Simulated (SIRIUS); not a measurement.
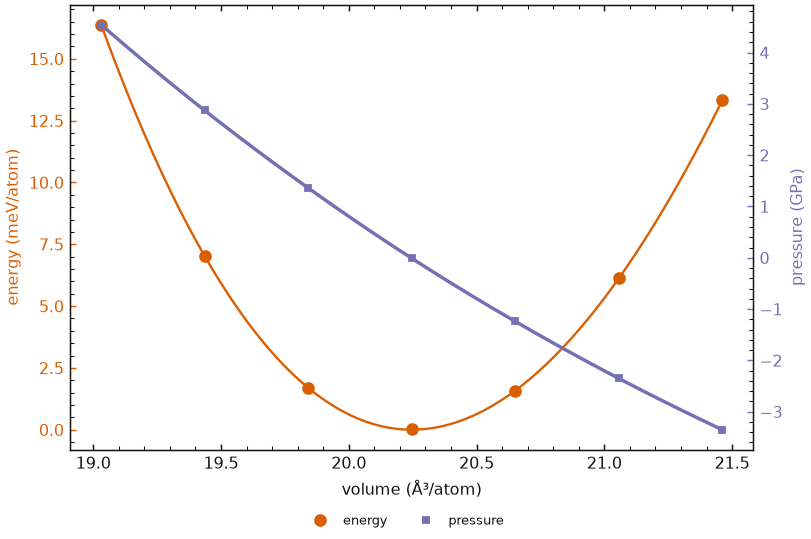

The figure shows the energy and pressure against volume for MgSe, space group Fm-3m (No. 225).

Structure:
```yaml
crystal:
  lattice:
    - [0.00000, 2.72550, 2.72550]
    - [2.72550, 0.00000, 2.72550]
    - [2.72550, 2.72550, 0.00000]
  atoms:
    - { symbol: Se, position: [0.50000, 0.50000, 0.50000] }
    - { symbol: Mg, position: [0.00000, 0.00000, 0.00000] }
```

Method: plane-wave DFT, no spin polarisation; energies at scaled volumes of the given cell, shape and fractions fixed, counted from the fit's minimum, third-order Birch-Murnaghan fit (SIRIUS 7.12.0). Level: PBEsol.

- k mesh: 8×8×8
- occupations: Fermi–Dirac
- smearing width: 0.05 eV
- potentials: dojo sr pbesol 0.4.1 standard
- wave cutoff: 1177 eV
- density cutoff: 4707 eV

What equilibrium volume and bulk modulus follow from the curve?

Answer. A third-order Birch–Murnaghan fit gives V0 = 20.25 Å³/atom, B0 = 64.7 GPa and B′ = 4.2.

Read off the course of the pressure.

Answer. It falls from 4.54 GPa at volume 19.03 Å³/atom to −3.35 GPa at 21.46 Å³/atom, and changes sign near 20.24 Å³/atom.
